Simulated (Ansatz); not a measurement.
Run report: Pt₁₁S₂₄, geometry relaxation (part 3 of 3)

Continued. System: Pt₁₁S₂₄ (defect cell, 35 atoms in the cell). Method: DFT PBE+D3(BJ), scalar-relativistic, plane waves, PAW, no spin polarisation (Ansatz 0.2.0); cutoff 420 eV, 3×3×3 k-mesh, Gaussian smearing of 0.1 eV. The structure derives from an entry of the Crystallography Open Database. It belongs to a series of runs on one base structure; here: Pt vacancy, atoms relaxed.

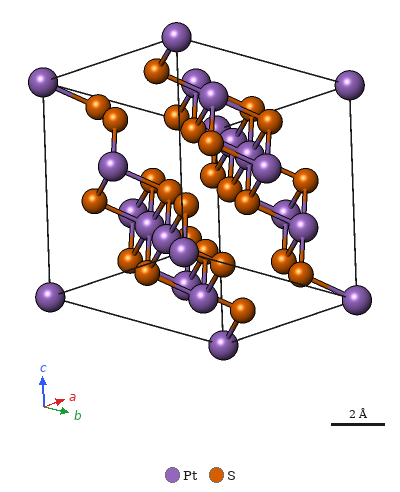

*The geometry at step 3 of the log (ball-and-stick view of the cell of the calculation, seen at an oblique angle).*

**Log, continued**
```
  k-point 5: bands = ["-88.2986", "-88.2986", "-88.2835", "-88.2835", "-88.2835", "-88.1596", "-88.1595", "-88.1595", "-88.1594", "-88.1594", "-88.1594", "-42.5428", "-42.5424", "-42.5412", "-42.5407", "-42.5299", "-42.5290", "-42.5287", "-42.5167", "-42.5163", "-42.5161", "-42.4214", "-42.4213", "-42.4165", "-42.4164", "-42.4164", "-42.4047", "-42.4032", "-42.4031", "-42.4010", "-42.4009", "-42.4004", "-42.3945", "-42.3944", "-42.3943", "-42.3937", "-42.3936", "-42.3927", "-42.2912", "-42.2907",
      "-42.2907", "-42.2900", "-42.2900", "-42.2896", "-3.7670", "-3.4419", "-3.3397", "-3.1570", "-2.9381", "-2.8063", "-2.5527", "-2.3763", "-2.3495", "-2.3431", "-2.1471", "-2.0931", "-2.0693", "-1.9856", "-1.9481", "-1.8641", "-1.7770", "-1.7261", "-1.5453", "-1.3456", "-1.3100", "-1.1845", "-1.0990", "-0.9564", "3.8012", "3.8404", "3.9469", "4.3240", "4.4510", "4.4950", "4.5365", "4.6233", "4.6511", "4.6740", "4.7939", "4.8539",
      "4.8667", "4.9143", "4.9364", "4.9776", "4.9841", "5.0488", "5.0832", "5.1254", "5.1490", "5.2099", "5.2787", "5.3656", "5.3981", "5.4434", "5.5472", "5.6141", "5.6322", "5.6941", "5.7496", "5.8309", "5.9337", "6.1347", "6.1665", "6.2310", "6.3096", "6.3588", "6.4326", "6.5310", "6.5648", "6.6177", "6.7262", "6.7495", "6.8016", "6.8413", "6.8539", "6.9024", "6.9546", "6.9845", "7.0728", "7.1421",
      "7.3314", "7.3942", "7.4809", "7.5846", "7.6291", "7.7651", "7.8922", "7.9198", "7.9530", "8.0231", "8.0408", "8.0748", "8.1603", "8.1950", "8.2158", "8.2332", "8.2821", "8.3733", "8.3846", "8.5137", "8.6782", "8.6994", "8.8079", "8.8478", "8.8988", "8.9768", "8.9853", "9.0092", "9.0694", "9.1514", "9.2284", "9.2839", "9.3947", "9.4837", "9.5226", "9.5444", "9.6349", "9.6775", "9.7555", "9.8424",
      "9.8777", "9.9052", "10.0065", "10.0392", "10.1984", "10.3988", "10.4066", "10.7892", "10.9165", "10.9968", "11.0916", "11.1828", "11.2763", "11.9817", "12.0745", "12.2130", "12.2956", "12.4214", "12.5181", "12.5934", "12.6445", "12.7141", "12.8182", "12.8988", "12.9558", "13.0222", "13.1317", "13.1632", "13.2070", "13.2728", "13.3620", "13.3852", "13.4167", "13.5573", "13.6951", "16.2791", "16.3860", "16.5401", "16.6213", "16.6515",
      "16.8611", "16.8842", "16.9127", "17.0439", "17.1543", "17.2206"]
--- Relaxed structure (5 steps of the walk, 5 accepted, 0 SCFs on fresh bases) ---
  F+E_penalty+E_count = -159425.72580597 eV   max|allowed force component| = 7.107e-3 eV/Å
  atoms:
    - { symbol: Pt, position: [1.0019290220244887, 0.49897641957200184, 0.49959080023140123] }
    - { symbol: Pt, position: [0.3314043113088445, 0.8343569137613315, 0.833742533101932] }
    - { symbol: Pt, position: [0.4989764195720018, 0.9995908002314013, 0.5019290220244887] }
    - { symbol: Pt, position: [0.8343569137613315, 0.333742533101932, 0.8314043113088445] }
    - { symbol: Pt, position: [0.9995908002314013, 0.0019290220244887468, 0.998976419572002] }
    - { symbol: Pt, position: [0.33374253310193197, 0.3314043113088445, 0.3343569137613314] }
    - { symbol: Pt, position: [0.6666666666666666, 0.6666666666666667, 0.6666666666666667] }
    - { symbol: Pt, position: [0.16666666666666666, 0.6666666666666667, 0.16666666666666663] }
    - { symbol: Pt, position: [0.6666666666666666, 0.16666666666666674, 0.16666666666666669] }
    - { symbol: Pt, position: [0.49964450406366867, 0.4996445040636687, -0.00035549593633138477] }
    - { symbol: Pt, position: [0.8336888292696646, 0.8336888292696647, 0.3336888292696647] }
    - { symbol: S, position: [0.2543401925893554, 0.42437422519249995, 0.58192833037203] }
    - { symbol: S, position: [0.08762473901890194, 0.7533299095690589, 0.4198351550358398] }
    - { symbol: S, position: [0.4243742251924999, 0.08192833037202985, 0.7543401925893555] }
    - { symbol: S, position: [0.5896958410223807, 0.25384386550222204, 0.4217236004326971] }
    - { symbol: S, position: [0.9217236004326971, 0.5896958410223809, 0.7538438655022223] }
    - { symbol: S, position: [0.08192833037202979, 0.2543401925893555, 0.9243742251925] }
    - { symbol: S, position: [0.41961195090076286, 0.5857349735094987, 0.253075299544726] }
    - { symbol: S, position: [0.7533299095690589, 0.9198351550358398, 0.587624739018902] }
    - { symbol: S, position: [0.253843865502222, 0.9217236004326972, 0.08969584102238065] }
    - { symbol: S, position: [0.7530752995447261, 0.41961195090076286, 0.08573497350949855] }
    - { symbol: S, position: [0.5857349735094988, 0.7530752995447262, 0.919611950900763] }
    - { symbol: S, position: [0.9198351550358398, 0.08762473901890194, 0.2533299095690589] }
    - { symbol: S, position: [0.5800034237642746, 0.41349817829749347, 0.7457085943144315] }
    - { symbol: S, position: [0.4116097329006361, 0.7436374923109527, 0.5794894678311112] }
    - { symbol: S, position: [0.7436374923109527, 0.07948946783111116, 0.9116097329006361] }
    - { symbol: S, position: [0.9089591081408335, 0.25140500296130364, 0.578993140743978] }
    - { symbol: S, position: [0.24570859431443132, 0.5800034237642746, 0.9134981782974936] }
    - { symbol: S, position: [0.41349817829749347, 0.24570859431443132, 0.08000342376427444] }
    - { symbol: S, position: [0.7475983598238347, 0.5802580337886072, 0.4137213824325704] }
    - { symbol: S, position: [0.07899314074397801, 0.9089591081408335, 0.7514050029613037] }
    - { symbol: S, position: [0.5802580337886073, 0.9137213824325705, 0.24759835982383455] }
    - { symbol: S, position: [0.07948946783111127, 0.4116097329006363, 0.2436374923109526] }
    - { symbol: S, position: [0.9137213824325704, 0.7475983598238348, 0.08025803378860707] }
    - { symbol: S, position: [0.2514050029613035, 0.07899314074397795, 0.4089591081408334] }
```

**Trajectory as extended XYZ (Å, eV, eV/Å), 3 of the 5 frames kept, from step=1 to step=5**
```
35
Lattice="7.1666 0.0000 4.6623 -3.5833 6.2065 4.6623 -3.5833 -6.2065 4.6623" Properties=species:S:1:pos:R:3:forces:R:3 step=1 energy=-159425.64098
Pt    3.5833    0.0000    9.3245    0.2913  -0.3609   0.0099
Pt   -3.5833    0.0000    9.3245   -0.2913   0.3609  -0.0099
Pt   -1.7917    3.1032    9.3245   -0.4582  -0.0718   0.0099
Pt    1.7917   -3.1032    9.3245    0.4582   0.0718  -0.0099
Pt    3.5833   -6.2065    9.3245    0.1669   0.4327   0.0099
Pt    0.0000    0.0000    4.6623   -0.1669  -0.4327  -0.0099
Pt    0.0000    0.0000    9.3245    0.0000   0.0000   0.0000
Pt   -1.7917    3.1032    4.6623    0.0000   0.0000   0.0000
Pt    3.5833    0.0000    4.6623    0.0000   0.0000   0.0000
Pt    1.7917    3.1032    4.6623    0.0000   0.0000   0.0306
Pt    1.7917    3.1032    9.3245    0.0000   0.0000  -0.0306
S    -1.7917   -1.0344    5.8686   -0.0188   0.2645  -0.1959
S    -3.5833    2.0688    5.8686   -0.0048   0.0111   0.1193
S     0.0000   -4.1376    5.8686    0.2385  -0.1159  -0.1959
S     1.7917   -1.0344    5.8686    0.0959  -0.0236   0.1939
S     1.7917   -1.0344   10.5309   -0.0275   0.0949   0.1939
S    -3.5833   -4.1376    5.8686   -0.2196  -0.1486  -0.1959
S     0.0000    2.0688    5.8686   -0.0119   0.0092   0.0724
S     0.0000    2.0688   10.5309    0.0120  -0.0014   0.1193
S    -1.7917    5.1721    5.8686   -0.0684  -0.0713   0.1939
S     3.5833    2.0688    5.8686   -0.0020  -0.0149   0.0724
S    -1.7917   -1.0344   10.5309    0.0139   0.0058   0.0724
S     5.3750   -1.0344    5.8686   -0.0072  -0.0097   0.1193
S     0.0000   -2.0688    8.1182   -0.0120   0.0014  -0.1193
S    -1.7917    1.0344    8.1182    0.0275  -0.0949  -0.1939
S     1.7917   -5.1721    8.1182   -0.0959   0.0236  -0.1939
S     3.5833   -2.0688    8.1182   -0.2385   0.1159   0.1959
S    -3.5833   -2.0688    8.1182    0.0048  -0.0111  -0.1193
S     1.7917    1.0344    3.4559    0.0072   0.0097  -0.1193
S     1.7917    1.0344    8.1182   -0.0139  -0.0058  -0.0724
S    -5.3750    1.0344    8.1182    0.0188  -0.2645   0.1959
S     0.0000    4.1376    8.1182    0.0020   0.0149  -0.0724
S    -1.7917    1.0344    3.4559    0.0684   0.0713  -0.1939
S     3.5833    4.1376    8.1182    0.0119  -0.0092  -0.0724
S     0.0000   -2.0688    3.4559    0.2196   0.1486   0.1959
35
Lattice="7.1666 0.0000 4.6623 -3.5833 6.2065 4.6623 -3.5833 -6.2065 4.6623" Properties=species:S:1:pos:R:3:forces:R:3 step=3 energy=-159425.72372
Pt    3.6021   -0.0021    9.3253    0.0032  -0.0046   0.0033
Pt   -3.6021    0.0021    9.3238   -0.0032   0.0046  -0.0033
Pt   -1.8029    3.0880    9.3253   -0.0056  -0.0005   0.0033
Pt    1.8029   -3.0880    9.3238    0.0056   0.0005  -0.0033
Pt    3.5758   -6.1891    9.3253    0.0024   0.0051   0.0033
Pt    0.0075   -0.0173    4.6616   -0.0024  -0.0051  -0.0033
Pt    0.0000    0.0000    9.3245    0.0000   0.0000   0.0000
Pt   -1.7917    3.1032    4.6623    0.0000   0.0000   0.0000
Pt    3.5833    0.0000    4.6623    0.0000   0.0000   0.0000
Pt    1.7917    3.1032    4.6586    0.0000   0.0000   0.0001
Pt    1.7917    3.1032    9.3282    0.0000   0.0000  -0.0001
S    -1.7848   -0.9897    5.8656    0.0120   0.0146   0.0279
S    -3.5772    2.0708    5.8790    0.0041   0.0024  -0.0164
S     0.0353   -4.1659    5.8656    0.0066  -0.0177   0.0279
S     1.8078   -1.0447    5.8970   -0.0098   0.0041   0.0070
S     1.7925   -1.0153   10.5593    0.0013  -0.0105   0.0070
S    -3.6255   -4.1541    5.8656   -0.0187   0.0031   0.0279
S     0.0015    2.0645    5.8702   -0.0027   0.0081  -0.0121
S    -0.0014    2.0626   10.5413    0.0001  -0.0048  -0.0164
S    -1.8087    5.1632    5.8970    0.0085   0.0064   0.0070
S     3.5863    2.0723    5.8702   -0.0057  -0.0064  -0.0121
S    -1.7962   -1.0335   10.5325    0.0084  -0.0017  -0.0121
S     5.3702   -1.0301    5.8790   -0.0042   0.0023  -0.0164
S     0.0014   -2.0626    8.1078   -0.0001   0.0048   0.0164
S    -1.7925    1.0153    8.0898   -0.0013   0.0105  -0.0070
S     1.7755   -5.1618    8.0898    0.0098  -0.0041  -0.0070
S     3.5480   -2.0405    8.1213   -0.0066   0.0177  -0.0279
S    -3.5894   -2.0708    8.1078   -0.0041  -0.0024   0.0164
S     1.7964    1.0301    3.4456    0.0042  -0.0023   0.0164
S     1.7962    1.0335    8.1166   -0.0084   0.0017   0.0121
S    -5.3818    0.9897    8.1213   -0.0120  -0.0146  -0.0279
S    -0.0030    4.1342    8.1166    0.0057   0.0064   0.0121
S    -1.7746    1.0433    3.4276   -0.0085  -0.0064  -0.0070
S     3.5818    4.1420    8.1166    0.0027  -0.0081   0.0121
S     0.0422   -2.0524    3.4590    0.0187  -0.0031  -0.0279
35
Lattice="7.1666 0.0000 4.6623 -3.5833 6.2065 4.6623 -3.5833 -6.2065 4.6623" Properties=species:S:1:pos:R:3:forces:R:3 step=5 energy=-159425.72581
Pt    3.6023   -0.0038    9.3269    0.0065  -0.0025   0.0013
Pt   -3.6023    0.0038    9.3222   -0.0065   0.0025  -0.0013
Pt   -1.8044    3.0887    9.3269   -0.0054  -0.0044   0.0013
Pt    1.8044   -3.0887    9.3222    0.0054   0.0044  -0.0013
Pt    3.5771   -6.1881    9.3269   -0.0011   0.0068   0.0013
Pt    0.0062   -0.0183    4.6600    0.0011  -0.0068  -0.0013
Pt    0.0000    0.0000    9.3245    0.0000   0.0000   0.0000
Pt   -1.7917    3.1032    4.6623    0.0000   0.0000   0.0000
Pt    3.5833    0.0000    4.6623    0.0000   0.0000   0.0000
Pt    1.7917    3.1032    4.6573    0.0000   0.0000  -0.0071
Pt    1.7917    3.1032    9.3295    0.0000   0.0000   0.0071
S    -1.7831   -0.9779    5.8775   -0.0023   0.0021   0.0014
S    -3.5758    2.0698    5.8781   -0.0013   0.0007  -0.0009
S     0.0447   -4.1733    5.8775    0.0029   0.0009   0.0014
S     1.8054   -1.0419    5.8990   -0.0038  -0.0013  -0.0008
S     1.7913   -1.0188   10.5613    0.0031  -0.0026  -0.0008
S    -3.6365   -4.1585    5.8775   -0.0007  -0.0030   0.0014
S     0.0015    2.0646    5.8671   -0.0025   0.0005   0.0035
S    -0.0029    2.0619   10.5404    0.0013   0.0008  -0.0009
S    -1.8050    5.1640    5.8990    0.0007   0.0040  -0.0008
S     3.5862    2.0722    5.8671    0.0009  -0.0024   0.0035
S    -1.7960   -1.0336   10.5294    0.0017   0.0019   0.0035
S     5.3704   -1.0284    5.8781    0.0001  -0.0015  -0.0009
S     0.0029   -2.0619    8.1087   -0.0013  -0.0008   0.0009
S    -1.7913    1.0188    8.0878   -0.0031   0.0026   0.0008
S     1.7780   -5.1645    8.0878    0.0038   0.0013   0.0008
S     3.5386   -2.0332    8.1094   -0.0029  -0.0009  -0.0014
S    -3.5908   -2.0698    8.1087    0.0013  -0.0007   0.0009
S     1.7963    1.0284    3.4464   -0.0001   0.0015   0.0009
S     1.7960    1.0336    8.1197   -0.0017  -0.0019  -0.0035
S    -5.3835    0.9779    8.1094    0.0023  -0.0021  -0.0014
S    -0.0029    4.1343    8.1197   -0.0009   0.0024  -0.0035
S    -1.7783    1.0425    3.4255   -0.0007  -0.0040   0.0008
S     3.5818    4.1418    8.1197    0.0025  -0.0005  -0.0035
S     0.0532   -2.0479    3.4471    0.0007   0.0030  -0.0014
```

**Results in brief**

| quantity | value |
| --- | --- |
| outcome | converged |
| electrons treated | 342 |
| free energy | −159425.7258 eV |
| Fermi energy | 11.163 eV |
| gap on the k-point mesh | none (metallic) |
| pressure | −1.69 GPa |
| final volume | 622.13 Å³ |
| largest force (length of the vector) at the end | 0.007 eV/Å |
| hardware | 4 threads of Intel Xeon @ 2.30GHz, 28 GiB of memory available, shared host |
| wall time | 87 s (CPU time 5 min) |
| peak memory | 1.9 GiB |

**Notes**

Notes on the run: the SCF threshold is looser than advised for the printed stress. Spin–orbit coupling is left out, which matters for Pt.
